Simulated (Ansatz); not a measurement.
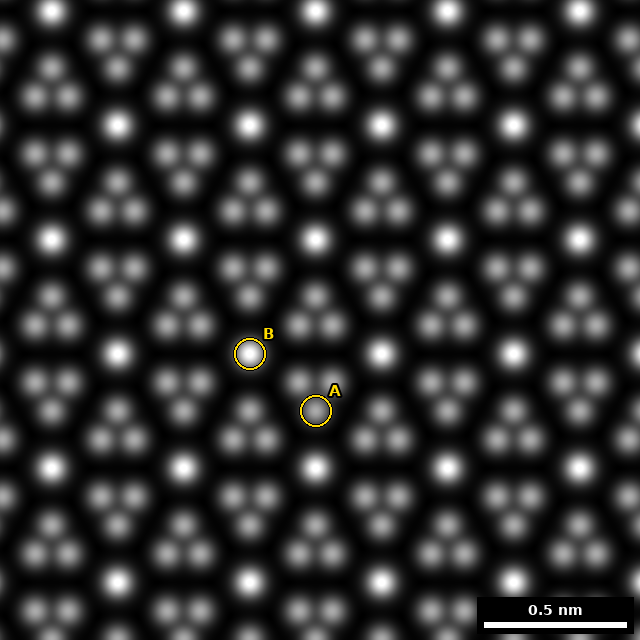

Z-contrast image of Zr (Pm-3n, No. 223) along [111]. Simulation: incoherent imaging, intensity Z^1.6 per atom, probe width 0.67 Å, thin sample. The probe carries 25 % of its weight in a tail 2.5 times as wide. The display is stretched by a gamma of 0.65; percentages refer to the linear signal. Structure: the input geometry of a calculation; the starting structure was generated, so it need not be a known form of this composition.

```yaml
crystal:
  lattice:
    - [5.70355, 0.00000, 0.00000]
    - [0.00000, 5.70355, 0.00000]
    - [0.00000, 0.00000, 5.70355]
  atoms:
    - { symbol: Zr, position: [0.00000, 0.00000, 0.00000] }
    - { symbol: Zr, position: [0.50000, 0.50000, 0.50000] }
    - { symbol: Zr, position: [0.25000, 0.00000, 0.50000] }
    - { symbol: Zr, position: [0.75000, 0.00000, 0.50000] }
    - { symbol: Zr, position: [0.50000, 0.25000, 0.00000] }
    - { symbol: Zr, position: [0.50000, 0.75000, 0.00000] }
    - { symbol: Zr, position: [0.00000, 0.50000, 0.25000] }
    - { symbol: Zr, position: [0.00000, 0.50000, 0.75000] }
```

Question: Assign the marked columns.

Answer: A: Zr (1 Zr per 9.88 Å along the beam; about 50 % of the brightest peak). B: Zr (2 Zr per 9.88 Å along the beam; the brightest kind). Brightness is counted from the darkest point of the image.
